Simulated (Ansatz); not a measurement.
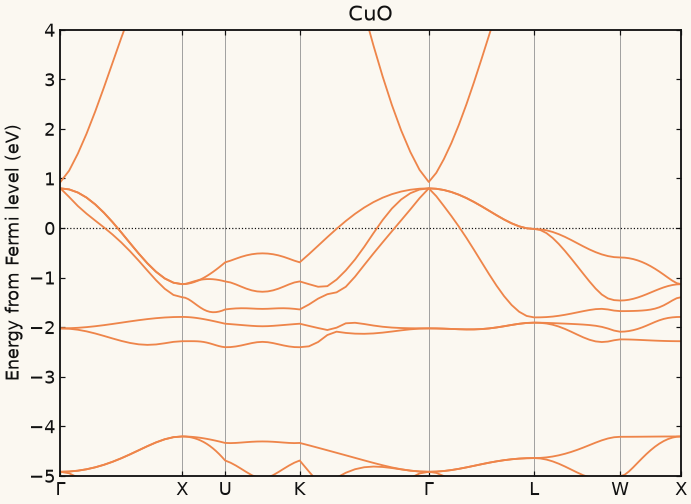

Band structure. Energies are counted from the Fermi level. The path runs straight from each named point to the next.

Which Bravais lattice do the labels of the path belong to?

Answer. A face-centred cubic lattice: the path Γ–X–U–K–Γ–L–W–X runs through the special points of its Brillouin zone.

Calculation on CuO, space group F-43m, 2 atoms in the cell.

Level of theory: DFT, PBE, all-electron LAPW, scalar-relativistic, no spin polarisation, 16×16×16 k mesh; code Ansatz.

Metal, semiconductor or insulator?

Answer. A metal: 3 bands cross the Fermi level along this path.

The electron count is odd and the run has no spin polarisation, so a magnetic state may lie lower.
